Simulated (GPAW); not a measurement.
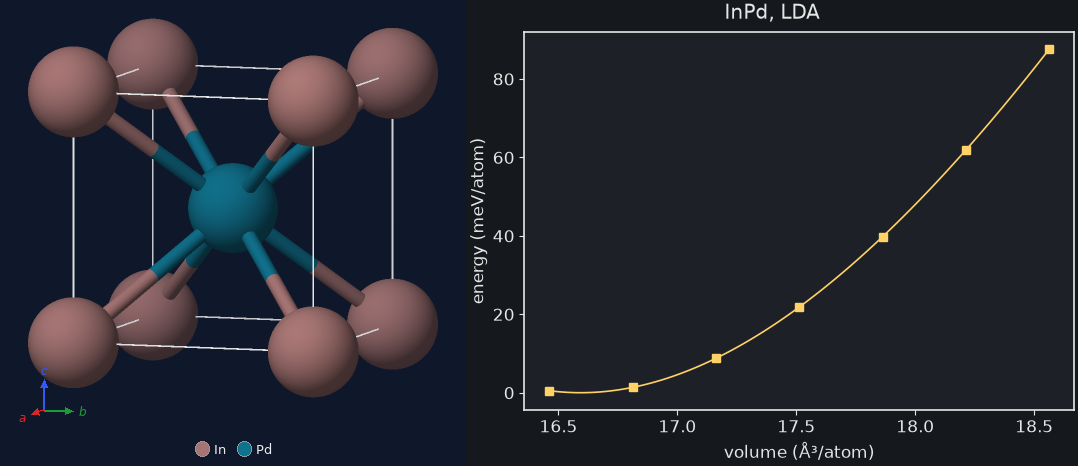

The figure shows the energy against volume for InPd, space group Pm-3m (No. 221). The conventional cell is drawn beside the plot.

Structure:
```
In Pd
1.0
     3.27188    0.00000    0.00000
     0.00000    3.27188    0.00000
     0.00000    0.00000    3.27188
In Pd
1 1
Direct
  0.00000 0.00000 0.00000
  0.50000 0.50000 0.50000
```

Method: PAW DFT in plane waves, on a grid or in atomic orbitals, no spin polarisation; energies at scaled volumes of the given cell, shape and fractions fixed, counted from the fit's minimum, third-order Birch-Murnaghan fit (GPAW 26.7.0). Level: LDA.

```csv
setting,value
k mesh,8×8×8
occupations,Fermi–Dirac
smearing width,0.05 eV
potentials,GPAW PAW data sets (gpaw data 1.2.1)
wave cutoff,600 eV
program settings,basis pw
```

From this curve and the settings, what does the calculation give for the pressure at the same points?

The pressure falls from 1.14 GPa at volume 16.46 Å³/atom to −12.46 GPa at 18.56 Å³/atom, and changes sign near 16.59 Å³/atom.

```csv
volume (Å³/atom),pressure (GPa)
16.46,1.14
16.81,-2.02
17.16,-4.78
17.51,-7.20
17.86,-9.29
18.21,-11.04
18.56,-12.46
```
